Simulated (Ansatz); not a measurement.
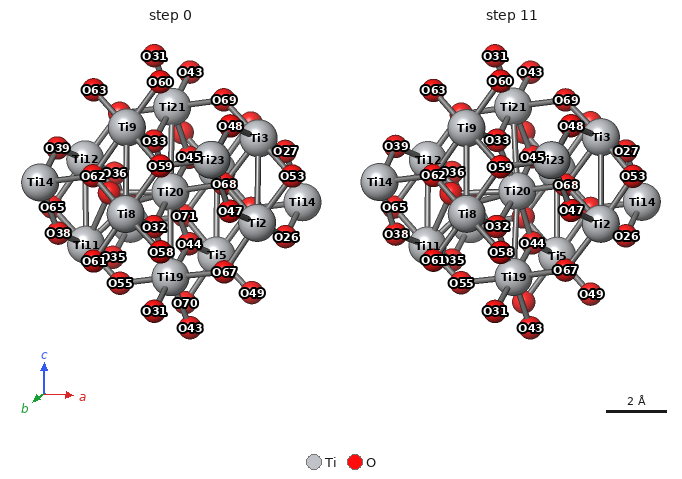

The structure of a defect cell of composition Ti$_{24}$O$_{49}$ (cell charge −1) before (left) and after (right) a relaxation, at one scale.

A ball-and-stick model of the atoms within 5.0 Å of the atom that moves most (axes of the cell of the calculation (origin shifted)), seen from a free direction.

All numbers below come from DFT, PBEsol, PAW, plane waves in Ansatz. Set-up: plane-wave cutoff 420 eV; k-point mesh 1 × 1 × 1; mesh shifted by (0.25, 0.25, 0.25); collinear spin; atoms relaxed in a fixed cell; force threshold 0.03 eV/Å; at most 80 steps.

**Describe what moved and what it gained.**

The largest move is that of a Ti atom, 0.22 Å along [1 −1 0]. Largest moves by element: Ti 0.22 Å, O 0.15 Å. The lattice vectors keep their values. Some distances before and after: O–Ti 2.037 → 1.826 Å, O–Ti 2.054 → 2.246 Å, O–Ti 2.075 → 2.246 Å, O–Ti 1.941 → 2.041 Å. Bond angles that change, for instance: Ti–O–O 68.5° → 71.5°, Ti–O–Ti 129.0° → 131.7°, Ti–O–Ti 128.2° → 130.5°. The energy falls by 1.129 eV per cell of the calculation in 11 geometry steps. Largest force component: 1.5 eV/Å at the start, 0.018 eV/Å at the end. Cost: 18 s on 1 × NVIDIA GB200 with 8 threads of Arm Neoverse-V2, peak memory 1.9 GiB.

Limits of the set-up: the cell is charged, on a uniform background, and energies carry no finite-size correction.
